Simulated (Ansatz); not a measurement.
Ca8F17: geometry relaxation (part 1 of 5)

The run: geometry relaxation of Ca8F17 (defect cell, 25 atoms in the cell). Method and program: DFT PBE, scalar-relativistic, plane waves, PAW, spin-polarised (Ansatz 0.2.0).

The structure derives from a Materials Project entry. It belongs to a series of runs on one base structure; here: F interstitial, charge +0, atoms relaxed at the host's cell. Figures and captions count atoms from 1; the log counts them from 0 in places.

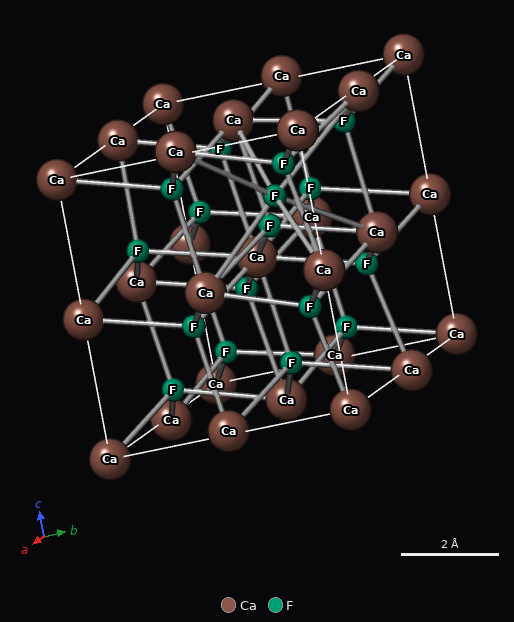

**Figure 1.** The input geometry (ball-and-stick view of the cell of the calculation, seen slightly off an axis). An atom can appear more than once, as a periodic image.

**Input**
```yaml
crystal:
  lattice:
    - [0.0, -5.5117620964, -5.5117620964]
    - [-5.5117620964, -5.5117620964, 0.0]
    - [-5.5117620964, 0.0, -5.5117620964]
  atoms:
    - { symbol: Ca, position: [-0.0133322847, 0.5025461631, 0.5034027065], spin: 0.077 }
    - { symbol: Ca, position: [0.0, 1.0, 0.5] }
    - { symbol: Ca, position: [0.0061558434, 0.49866371, 1.0139266627], spin: 0.077 }
    - { symbol: Ca, position: [0.0, 1.0, 1.0] }
    - { symbol: Ca, position: [0.5, 0.5, 0.5] }
    - { symbol: Ca, position: [0.5, 1.0, 0.5] }
    - { symbol: Ca, position: [0.5025747234, 0.5111490234, 0.9880618389], spin: 0.077 }
    - { symbol: Ca, position: [0.4841129965, 1.0260950164, 0.9964734722], spin: 0.077 }
    - { symbol: F, position: [0.125, 0.125, 0.125] }
    - { symbol: F, position: [0.125, 0.625, 0.125] }
    - { symbol: F, position: [0.125, 0.125, 0.625] }
    - { symbol: F, position: [0.1408145337, 0.5933461732, 0.6310610855], spin: 0.077 }
    - { symbol: F, position: [0.625, 0.125, 0.125] }
    - { symbol: F, position: [0.6206930838, 0.6164114656, 0.1338081334], spin: 0.077 }
    - { symbol: F, position: [0.6497488934, 0.101095584, 0.6326967743], spin: 0.077 }
    - { symbol: F, position: [0.6169450556, 0.632632544, 0.6203376349], spin: 0.077 }
    - { symbol: F, position: [0.375, 0.375, 0.375] }
    - { symbol: F, position: [0.375, 0.875, 0.375] }
    - { symbol: F, position: [0.375, 0.375, 0.875] }
    - { symbol: F, position: [0.3659308445, 0.8878702961, 0.8812059602], spin: 0.077 }
    - { symbol: F, position: [0.875, 0.375, 0.375] }
    - { symbol: F, position: [0.8999810485, 0.8683331108, 0.3656766001], spin: 0.077 }
    - { symbol: F, position: [0.8711305225, 0.391476974, 0.8631854571], spin: 0.077 }
    - { symbol: F, position: [0.88759357, 0.8641603753, 0.8748159413], spin: 0.077 }
    - { symbol: F, position: [0.7544276517, 0.741153139, 0.7449925965], spin: 0.077 }
  host:
    lattice:
      - [0.0, 2.7558810482, 2.7558810482]
      - [2.7558810482, 0.0, 2.7558810482]
      - [2.7558810482, 2.7558810482, 0.0]
    atoms:
      - { symbol: Ca, position: [0.0, 0.0, 0.0] }
      - { symbol: F, position: [0.75, 0.75, 0.75] }
      - { symbol: F, position: [0.25, 0.25, 0.25] }
basis:
  ecutwfc: 420
  xc_grid: 2
kpoints:
  mp_grid: { grid: [2, 2, 2], shift: [0.0, 0.0, 0.0] }
hamiltonian:
  xc: pbe
scf:
  occupations: { method: gaussian, width: 0.01 }
output:
  forces: true
  stress: false
  eigenvalues: true
  populations: true
  charged_corrections:
    defect_position: [0.75, 0.75, 0.75]
    epsilon: [[8.7475, 0.0, 0.0], [0.0, 8.7475, 0.0], [0.0, 0.0, 8.7475]]
  write_density: true
  write_potential: true
  elf: true
  volumetric_format: npy
magnetization:
  spin_polarized: true
relax:
  adjacent_minimum: "off"
  f_tol: 0.025
  max_steps: 45
```

Machine: 4 threads of Intel Xeon @ 2.50GHz (Skylake/Cascade Lake), 189 GiB of memory available, shared host.

Launched with:
```bash
ansatz run input.yaml --threads 4 --pin off --max-ram 10240MiB --backend cpu --events-out ev --progress --plain --runs-dir out
```

**Output**
```
Engine: ansatz 0.2.0, x86_64-unknown-linux-gnu
Pseudopotentials: kind: paw
Pseudopotential: Ca, paw, valence charge 10, recommended cutoff 420 eV (normal), Ca.paw.azcp
Pseudopotential: F, paw, valence charge 7, recommended cutoff 420 eV (normal), F.paw.azcp
Functional definition: PBE
  parameter kappa = 0.804
  parameter beta = 0.06672455060314922
  exchange = pbe_x(kappa = kappa, mu = beta*pi^2/3)
  correlation = pbe_c(beta = beta)
Crystal: 25 atoms, lattice volume = 334.889 Å³
Basis set: ecut = 420 eV, 6567 PW (Γ), exchange–correlation on 108×108×108 points (8 copies of the dense FFT grid, shifted against one another)
Bands: 126, of which v1, the nominal top of the filled ones, is band 100 counted from 1 (99 counted from 0)
Symmetry: 1 space group operations
Space group: P1 (ITA 1), of the structure as read, at distance tolerance 6.9e-5 Å
Magnetic group: BNS 1.1 (UNI 1), of the structure as read, at distance tolerance 6.9e-5 Å
k-points: 8
Non-local potential: Ca, projectors of the file, l = 0: 3, l = 1: 2, l = 2: 2
Non-local potential: F, projectors of the file, l = 0: 2, l = 1: 2, l = 2: 1
PAW form: soft (Blöchl's): semilocal exchange-correlation on the pseudo side does not see the compensation charge
PAW one-centre angular grid: Ca, 110 points (default); XC on 64 Gauss nodes
PAW one-centre angular grid: F, 110 points (default); XC on 64 Gauss nodes
Initial density: superposition of atomic densities (chi_scale 0.1, normalization cell, long waves kept (reshape's long-wave potential 0.19 eV rms))
Starting moments: Σ|m| = 1.001 μB on 13 of 25 sites
Initial wavefunctions: pseudopotential atomic-orbital guess
Functional: x = pbe(κ = 0.804, μ = 0.2195149727645171), c = pbe(β = 0.06672455060314922)
SCF iter   1: F=—  HF=-28349.581223 eV  |F-HF|=—  |Δ(HF+E_count)|=         —  Δρ=9.32e-2 (↑8.15e-2 ↓9.32e-2)  dr2=1.08e2  dr2_m=8.60e-1  M=1.000 μB ∫|m|=1.074 μB  β_m=0.30  ethr=3.10e-3  ⟨swp⟩=9.6  Hψ=10331  notcnv=0  defer=25
preconditioner: auto → Resta (q_TF=auto, 2.502 Å⁻¹)  ε∞=4.3  [insulator: Δε(μ)=0.051 eV  Ē_g=15.189 eV  σ=0.010 eV  W_gap=1.00  n_scr=88 (ndim 8)  ℏωp=27.4 eV  f_vac=0.000  D(μ)=0.02/eV (n_scr^D=0)  ε∞_Penn≈4.3]
spin=Collinear: Resta preconditioning applied to the charge; magnetization (m = ρ↑ − ρ↓) channel mixes plain (no charge-response kernel on spin).
SCF iter   2: F=—  HF=-28327.953420 eV  |F-HF|=—  |Δ(HF+E_count)|=    2.16e1  Δρ=3.35e-2 (↑2.88e-2 ↓3.35e-2)  dr2=1.51e1  dr2_m=5.26e-1  M=1.000 μB ∫|m|=1.063 μB  β_m=0.30  ethr=3.10e-3  ⟨swp⟩=4.0  Hψ=4286  notcnv=0  defer=307
SCF iter   3: F=—  HF=-28324.131877 eV  |F-HF|=—  |Δ(HF+E_count)|=    3.82e0  Δρ=2.23e-2 (↑1.72e-2 ↓2.23e-2)  dr2=5.51e0  dr2_m=3.64e-1  M=1.000 μB ∫|m|=1.060 μB  β_m=0.30  ethr=3.10e-3  ⟨swp⟩=3.8  Hψ=4662  notcnv=0  defer=317
SCF iter   4: F=—  HF=-28322.384846 eV  |F-HF|=—  |Δ(HF+E_count)|=    1.75e0  Δρ=1.07e-2 (↑1.07e-2 ↓9.49e-3)  dr2=1.04e0  dr2_m=1.14e-1  M=1.000 μB ∫|m|=1.055 μB  β_m=0.30  ethr=2.77e-3  ⟨swp⟩=4.0  Hψ=4185  notcnv=0  defer=313
SCF iter   5: F=—  HF=-28322.232527 eV  |F-HF|=—  |Δ(HF+E_count)|=   1.52e-1  Δρ=7.78e-3 (↑7.78e-3 ↓5.58e-3)  dr2=2.57e-1  dr2_m=4.53e-2  M=1.000 μB ∫|m|=1.057 μB  β_m=0.30  ethr=5.22e-4  ⟨swp⟩=4.5  Hψ=3664  notcnv=0  defer=317
SCF iter   6: F=—  HF=-28322.266252 eV  |F-HF|=—  |Δ(HF+E_count)|=   3.37e-2  Δρ=5.54e-3 (↑3.56e-3 ↓5.54e-3)  dr2=6.93e-2  dr2_m=4.76e-2  M=1.000 μB ∫|m|=1.062 μB  β_m=0.30  ethr=1.29e-4  ⟨swp⟩=3.6  Hψ=3541  notcnv=0  defer=317
SCF iter   7: F=—  HF=-28322.295089 eV  |F-HF|=—  |Δ(HF+E_count)|=   2.88e-2  Δρ=3.41e-3 (↑2.37e-3 ↓3.41e-3)  dr2=1.48e-2  dr2_m=2.22e-2  M=1.000 μB ∫|m|=1.063 μB  β_m=0.30  ethr=3.48e-5  ⟨swp⟩=3.7  Hψ=3014  notcnv=0  defer=317
SCF iter   8: F=—  HF=-28322.311416 eV  |F-HF|=—  |Δ(HF+E_count)|=   1.63e-2  Δρ=1.95e-3 (↑1.95e-3 ↓1.89e-3)  dr2=3.59e-3  dr2_m=1.01e-2  M=1.000 μB ∫|m|=1.065 μB  β_m=0.30  ethr=7.42e-6  ⟨swp⟩=4.1  Hψ=3490  notcnv=0  defer=313
Mixer restart at iter 8: flushing history
spin-set hold released at iteration 8 (site moments contracting): the magnetisation degrees of freedom join the quasi-Newton model from the next iteration; the mixer history was flushed
SCF iter   9: F=—  HF=-28322.315908 eV  |F-HF|=—  |Δ(HF+E_count)|=   4.49e-3  Δρ=1.75e-3 (↑1.41e-3 ↓1.75e-3)  dr2=2.56e-3  dr2_m=6.93e-3  M=1.000 μB ∫|m|=1.067 μB  β_m=0.63  ethr=1.80e-6  ⟨swp⟩=2.1  Hψ=3083  notcnv=0  defer=313
SCF iter  10: F=—  HF=-28322.325606 eV  |F-HF|=—  |Δ(HF+E_count)|=   9.70e-3  Δρ=1.02e-3 (↑6.33e-4 ↓1.02e-3)  dr2=5.31e-3  dr2_m=2.67e-4  M=1.000 μB ∫|m|=1.073 μB  β_m=0.52  ethr=1.29e-6  ⟨swp⟩=4.1  Hψ=4051  notcnv=0  defer=313
SCF iter  11: F=—  HF=-28322.325095 eV  |F-HF|=—  |Δ(HF+E_count)|=   5.11e-4  Δρ=1.48e-4 (↑1.17e-4 ↓1.48e-4)  dr2=1.72e-4  dr2_m=2.02e-5  M=1.000 μB ∫|m|=1.074 μB  β_m=0.73  ethr=1.29e-6  ⟨swp⟩=2.0  Hψ=3643  notcnv=0  defer=313
SCF iter  12: F=—  HF=-28322.325384 eV  |F-HF|=—  |Δ(HF+E_count)|=   2.89e-4  Δρ=1.37e-4 (↑6.67e-5 ↓1.37e-4)  dr2=9.05e-5  dr2_m=7.95e-6  M=1.000 μB ∫|m|=1.074 μB  β_m=0.66  ethr=8.65e-8  ⟨swp⟩=2.0  Hψ=3352  notcnv=0  defer=313
SCF iter  13: F=—  HF=-28322.325423 eV  |F-HF|=—  |Δ(HF+E_count)|=   3.90e-5  Δρ=5.62e-5 (↑2.73e-5 ↓5.62e-5)  dr2=1.59e-5  dr2_m=1.69e-6  M=1.000 μB ∫|m|=1.074 μB  β_m=0.72  ethr=4.55e-8  ⟨swp⟩=2.0  Hψ=3113  notcnv=0  defer=313
SCF iter  14: F=—  HF=-28322.325447 eV  |F-HF|=—  |Δ(HF+E_count)|=   2.38e-5  Δρ=3.49e-5 (↑1.48e-5 ↓3.49e-5)  dr2=5.98e-6  dr2_m=6.94e-7  M=1.000 μB ∫|m|=1.074 μB  β_m=0.70  ethr=7.85e-9  ⟨swp⟩=20.6  Hψ=18287  notcnv=0
SCF iter  15: F=-28322.325450 eV  HF=-28322.325450 eV  |F-HF|=3.44e-7  |Δ(HF+E_count)|=   3.31e-6  Δρ=1.31e-5 (↑6.56e-6 ↓1.31e-5)  dr2=1.02e-6  dr2_m=9.33e-8  M=1.000 μB ∫|m|=1.074 μB  ethr=3.00e-9  ⟨swp⟩=10.7  Hψ=13628  notcnv=0
SCF 1 converged in 15 iterations: F = -28322.325450 eV  dr2 = 1.02e-6
  greatest PAW one-centre occupation: 0.995 electrons in one spin orbital (limit 2), on the Ca atom at site 7 (counted from 0), in its partial waves of l = 0
relax step   1: F+E_penalty+E_count = -28322.32544985 eV  Δ(F+E_penalty+E_count) = +0.000e0 eV  max|allowed force component| = 1.108e0 eV/Å  Δτ_max = 0.0000 Å  (15 SCF iters, dr2 threshold 1.56e-5 eV, accepted)
Initial density: handed on by an earlier stage of this run
Starting moments: Σ|m| = 1.001 μB on 13 of 25 sites; this step starts from the density that it was given
Initial wavefunctions: those handed on with the density
SCF iter   1: F=—  HF=-28323.448435 eV  |F-HF|=—  |Δ(HF+E_count)|=         —  Δρ=3.87e-2 (↑1.51e-2 ↓3.87e-2)  dr2=8.31e0  dr2_m=9.66e-1  M=0.177 μB ∫|m|=0.374 μB  β_m=0.30  ethr=3.10e-3  ⟨swp⟩=5.5  Hψ=5921  notcnv=0  defer=124
preconditioner: auto → Resta (q_TF=auto, 2.502 Å⁻¹)  ε∞=3.3  [insulator: Δε(μ)=0.010 eV  Ē_g=17.932 eV  σ=0.010 eV  W_gap=0.50  n_scr=88 (ndim 8)  ℏωp=27.4 eV  f_vac=0.109  D(μ)=31.34/eV (n_scr^D=410)  ε∞_Penn≈3.3]
spin=Collinear: Resta preconditioning applied to the charge; magnetization (m = ρ↑ − ρ↓) channel mixes plain (no charge-response kernel on spin).
SCF iter   2: F=—  HF=-28323.338633 eV  |F-HF|=—  |Δ(HF+E_count)|=   1.10e-1  Δρ=1.94e-2 (↑1.15e-2 ↓1.94e-2)  dr2=2.01e0  dr2_m=1.16e-1  M=1.000 μB ∫|m|=1.065 μB  β_m=0.26  ethr=3.10e-3  ⟨swp⟩=2.1  Hψ=3568  notcnv=0  defer=299
SCF iter   3: F=—  HF=-28322.984056 eV  |F-HF|=—  |Δ(HF+E_count)|=   3.55e-1  Δρ=1.14e-2 (↑6.56e-3 ↓1.14e-2)  dr2=6.60e-1  dr2_m=5.47e-2  M=1.000 μB ∫|m|=1.066 μB  β_m=0.63  ethr=1.01e-3  ⟨swp⟩=2.0  Hψ=3105  notcnv=0  defer=309
SCF iter   4: F=—  HF=-28322.876535 eV  |F-HF|=—  |Δ(HF+E_count)|=   1.08e-1  Δρ=1.43e-2 (↑4.91e-3 ↓1.43e-2)  dr2=9.28e-1  dr2_m=1.13e-1  M=0.802 μB ∫|m|=0.887 μB  β_m=0.52  ethr=3.32e-4  ⟨swp⟩=2.9  Hψ=3397  notcnv=0  defer=314
SCF iter   5: F=—  HF=-28322.817246 eV  |F-HF|=—  |Δ(HF+E_count)|=   5.93e-2  Δρ=1.46e-3 (↑1.18e-3 ↓1.46e-3)  dr2=1.38e-2  dr2_m=7.41e-4  M=1.000 μB ∫|m|=1.073 μB  β_m=0.58  ethr=3.32e-4  ⟨swp⟩=2.1  Hψ=2802  notcnv=0  defer=310
SCF iter   6: F=—  HF=-28322.816471 eV  |F-HF|=—  |Δ(HF+E_count)|=   7.75e-4  Δρ=1.62e-3 (↑5.20e-4 ↓1.62e-3)  dr2=1.05e-2  dr2_m=1.55e-3  M=1.000 μB ∫|m|=1.074 μB  β_m=0.51  ethr=6.95e-6  ⟨swp⟩=2.7  Hψ=3381  notcnv=0  defer=310
SCF iter   7: F=—  HF=-28322.815626 eV  |F-HF|=—  |Δ(HF+E_count)|=   8.45e-4  Δρ=7.72e-4 (↑3.20e-4 ↓7.72e-4)  dr2=2.53e-3  dr2_m=3.92e-4  M=1.000 μB ∫|m|=1.075 μB  β_m=0.65  ethr=5.30e-6  ⟨swp⟩=2.1  Hψ=2387  notcnv=0  defer=310
SCF iter   8: F=—  HF=-28322.815495 eV  |F-HF|=—  |Δ(HF+E_count)|=   1.31e-4  Δρ=4.00e-4 (↑1.67e-4 ↓4.00e-4)  dr2=7.66e-4  dr2_m=9.56e-5  M=1.000 μB ∫|m|=1.075 μB  β_m=0.58  ethr=1.27e-6  ⟨swp⟩=2.0  Hψ=1862  notcnv=0  defer=310
SCF iter   9: F=—  HF=-28322.815424 eV  |F-HF|=—  |Δ(HF+E_count)|=   7.14e-5  Δρ=2.36e-4 (↑9.97e-5 ↓2.36e-4)  dr2=2.93e-4  dr2_m=3.46e-5  M=1.000 μB ∫|m|=1.075 μB  β_m=0.62  ethr=3.85e-7  ⟨swp⟩=1.6  Hψ=1855  notcnv=0  defer=310
SCF iter  10: F=—  HF=-28322.815389 eV  |F-HF|=—  |Δ(HF+E_count)|=   3.47e-5  Δρ=1.21e-4 (↑4.69e-5 ↓1.21e-4)  dr2=7.21e-5  dr2_m=8.58e-6  M=1.000 μB ∫|m|=1.075 μB  β_m=0.51  ethr=3.85e-8  ⟨swp⟩=15.5  Hψ=17080  notcnv=0
SCF iter  11: F=-28322.815371 eV  HF=-28322.815378 eV  |F-HF|=7.01e-6  |Δ(HF+E_count)|=   1.07e-5  Δρ=3.45e-5 (↑2.14e-5 ↓3.45e-5)  dr2=9.28e-6  dr2_m=9.38e-7  M=1.000 μB ∫|m|=1.074 μB  ethr=3.62e-8  ⟨swp⟩=11.0  Hψ=14875  notcnv=0
SCF 2 converged in 11 iterations: F = -28322.815371 eV  dr2 = 9.28e-6
[... from here on the iterations of each SCF are left out, up to the last one ...]
  Residual-converged pass: ⟨swp⟩=1.1  Hψ=2081  notcnv=0  max |occ|·‖R‖ = 7.0e-9 eV (tolerance 1.0e-8 eV)  dr2=9.28e-6  dr2_m=9.38e-7  dr2_onsite=3.79e-7  max |Δocc| = 3.3e-26
relax step   2: F+E_penalty+E_count = -28322.81537111 eV  Δ(F+E_penalty+E_count) = -4.899e-1 eV  max|allowed force component| = 4.689e-1 eV/Å  Δτ_max = 0.1589 Å  (11 SCF iters, dr2 threshold 7.67e-5 eV, accepted)
[... from here on the SCF iterations and repeated set-up lines of each step are left out, up to the last step ...]
SCF 3 converged in 53 iterations: F = -28322.911827 eV  dr2 = 1.10e-7
relax step   3: F+E_penalty+E_count = -28322.91182676 eV  Δ(F+E_penalty+E_count) = -9.646e-2 eV  max|allowed force component| = 1.305e-1 eV/Å  Δτ_max = 0.1466 Å  (53 SCF iters, dr2 threshold 1.37e-5 eV, accepted)
SCF 4 converged in 10 iterations: F = -28322.871142 eV  dr2 = 2.71e-7
relax step   4: F+E_penalty+E_count = -28322.87114174 eV  Δ(F+E_penalty+E_count) = +4.069e-2 eV  max|allowed force component| = 1.869e-1 eV/Å  Δτ_max = 0.1277 Å  (10 SCF iters, dr2 threshold 1.32e-6 eV, rejected (line search))
SCF 5 converged in 13 iterations: F = -28322.924366 eV  dr2 = 6.29e-9
relax step   5: F+E_penalty+E_count = -28322.92436595 eV  Δ(F+E_penalty+E_count) = -1.254e-2 eV  max|allowed force component| = 2.484e-1 eV/Å  Δτ_max = 0.0608 Å  (13 SCF iters, accepted)
SCF 6 converged in 10 iterations: F = -28322.930782 eV  dr2 = 1.56e-7
relax step   6: F+E_penalty+E_count = -28322.93078231 eV  Δ(F+E_penalty+E_count) = -6.416e-3 eV  max|allowed force component| = 3.941e-2 eV/Å  Δτ_max = 0.0439 Å  (10 SCF iters, dr2 threshold 4.78e-6 eV, accepted)
SCF 7 converged in 13 iterations: F = -28322.945132 eV  dr2 = 8.01e-9
relax step   7: F+E_penalty+E_count = -28322.94513171 eV  Δ(F+E_penalty+E_count) = -1.435e-2 eV  max|allowed force component| = 8.897e-2 eV/Å  Δτ_max = 0.0882 Å  (13 SCF iters, accepted)
SCF 8 converged in 11 iterations: F = -28322.954922 eV  dr2 = 3.91e-9
relax step   8: F+E_penalty+E_count = -28322.95492210 eV  Δ(F+E_penalty+E_count) = -9.790e-3 eV  max|allowed force component| = 1.104e-1 eV/Å  Δτ_max = 0.0465 Å  (11 SCF iters, accepted)
SCF 9 converged in 8 iterations: F = -28322.959549 eV  dr2 = 7.43e-7
relax step   9: F+E_penalty+E_count = -28322.95954887 eV  Δ(F+E_penalty+E_count) = -4.627e-3 eV  max|allowed force component| = 1.122e-1 eV/Å  Δτ_max = 0.0465 Å  (8 SCF iters, dr2 threshold 1.22e-5 eV, accepted)
SCF 10 converged in 8 iterations: F = -28322.964590 eV  dr2 = 6.40e-7
relax step  10: F+E_penalty+E_count = -28322.96458995 eV  Δ(F+E_penalty+E_count) = -5.041e-3 eV  max|allowed force component| = 3.577e-2 eV/Å  Δτ_max = 0.0187 Å  (8 SCF iters, dr2 threshold 1.26e-5 eV, accepted)
SCF 11 converged in 10 iterations: F = -28322.965935 eV  dr2 = 1.25e-8
relax step  11: F+E_penalty+E_count = -28322.96593490 eV  Δ(F+E_penalty+E_count) = -1.345e-3 eV  max|allowed force component| = 2.202e-2 eV/Å  Δτ_max = 0.0209 Å  (10 SCF iters, accepted)
SCF 12 converged in 10 iterations: F = -28322.966236 eV  dr2 = 2.79e-9
relax step  12: F+E_penalty+E_count = -28322.96623648 eV  Δ(F+E_penalty+E_count) = -3.016e-4 eV  max|allowed force component| = 1.325e-2 eV/Å  Δτ_max = 0.0089 Å  (10 SCF iters, accepted)
SCF 13 converged in 9 iterations: F = -28322.966650 eV  dr2 = 4.83e-9
relax step  13: F+E_penalty+E_count = -28322.96664977 eV  Δ(F+E_penalty+E_count) = -4.133e-4 eV  max|allowed force component| = 1.759e-2 eV/Å  Δτ_max = 0.0315 Å  (9 SCF iters, accepted)
SCF 14 converged in 8 iterations: F = -28322.966888 eV  dr2 = 4.15e-9
relax step  14: F+E_penalty+E_count = -28322.96688818 eV  Δ(F+E_penalty+E_count) = -2.384e-4 eV  max|allowed force component| = 1.476e-2 eV/Å  Δτ_max = 0.0041 Å  (8 SCF iters, accepted)
SCF 15 converged in 8 iterations: F = -28322.967050 eV  dr2 = 3.17e-9
relax step  15: F+E_penalty+E_count = -28322.96705032 eV  Δ(F+E_penalty+E_count) = -1.621e-4 eV  max|allowed force component| = 1.419e-2 eV/Å  Δτ_max = 0.0047 Å  (8 SCF iters, accepted)
SCF 16 converged in 9 iterations: F = -28322.967774 eV  dr2 = 1.98e-8
relax step  16: F+E_penalty+E_count = -28322.96777379 eV  Δ(F+E_penalty+E_count) = -7.235e-4 eV  max|allowed force component| = 3.005e-2 eV/Å  Δτ_max = 0.0275 Å  (9 SCF iters, accepted)
SCF 17 converged in 11 iterations: F = -28322.961187 eV  dr2 = 5.33e-8
relax step  17: F+E_penalty+E_count = -28322.96118712 eV  Δ(F+E_penalty+E_count) = +6.587e-3 eV  max|allowed force component| = 1.511e-1 eV/Å  Δτ_max = 0.1951 Å  (11 SCF iters, dr2 threshold 8.35e-7 eV, rejected (line search))
SCF 18 converged in 13 iterations: F = -28322.969260 eV  dr2 = 5.64e-9
relax step  18: F+E_penalty+E_count = -28322.96926041 eV  Δ(F+E_penalty+E_count) = -1.487e-3 eV  max|allowed force component| = 5.060e-2 eV/Å  Δτ_max = 0.0400 Å  (13 SCF iters, accepted)
SCF 19 converged in 8 iterations: F = -28322.971127 eV  dr2 = 1.77e-7
relax step  19: F+E_penalty+E_count = -28322.97112671 eV  Δ(F+E_penalty+E_count) = -1.866e-3 eV  max|allowed force component| = 6.808e-2 eV/Å  Δτ_max = 0.0434 Å  (8 SCF iters, dr2 threshold 2.56e-6 eV, accepted)
SCF 20 converged in 9 iterations: F = -28322.969051 eV  dr2 = 2.74e-7
relax step  20: F+E_penalty+E_count = -28322.96905101 eV  Δ(F+E_penalty+E_count) = +2.076e-3 eV  max|allowed force component| = 9.154e-2 eV/Å  Δτ_max = 0.1447 Å  (9 SCF iters, dr2 threshold 4.63e-6 eV, rejected (line search))
```
